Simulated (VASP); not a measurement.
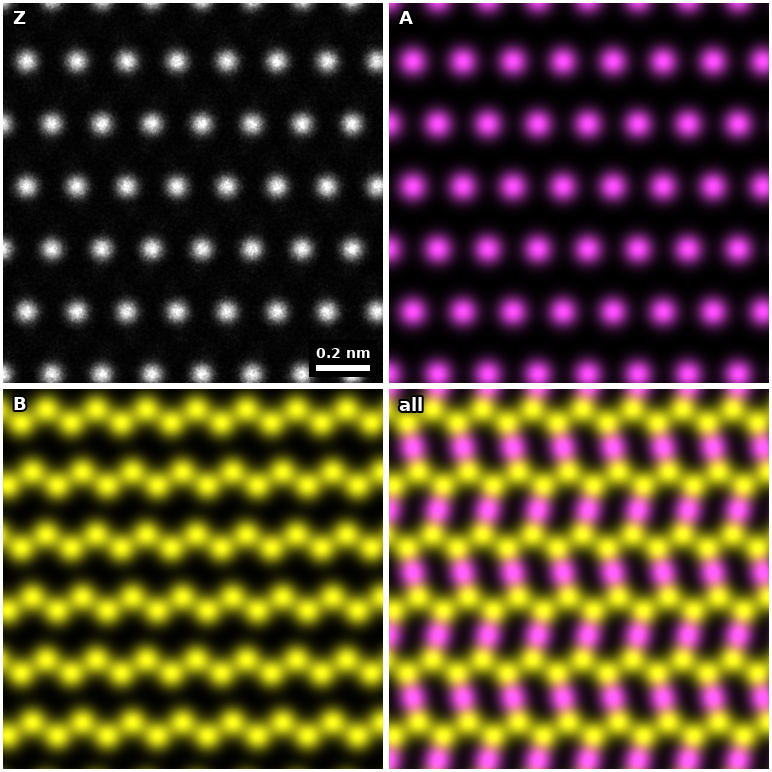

HfO₂ (P4_2/mnm, No. 136) along [102]. Panel Z: The image is simulated as a sum over atoms of Z^1.7, blurred by a 0.63 Å probe (no channelling). Shot noise was added. The other panels are simulated element maps (the number of atoms of one element along the beam, blurred by 0.9 Å; each on its own scale, no channelling); the last overlays them. Atomic positions: a cell listed in the Materials Project, as set up for an electronic-structure calculation.

```
CELL_PARAMETERS angstrom
4.81353 0.00000 0.00000
0.00000 4.81353 0.00000
0.00000 0.00000 3.20542
ATOMIC_POSITIONS crystal
Hf 0.50000 0.50000 0.50000
Hf 0.00000 0.00000 0.00000
O 0.80504 0.19496 0.50000
O 0.69496 0.69496 0.00000
O 0.30504 0.30504 0.00000
O 0.19496 0.80504 0.50000
```

**Which element does each lettered map show?**

A: Hf, B: O. The projected cell (1.92 × 4.81 Å, 90°) holds 6 columns: 4 of O and 2 of Hf. No column is shared by two of the mapped elements.
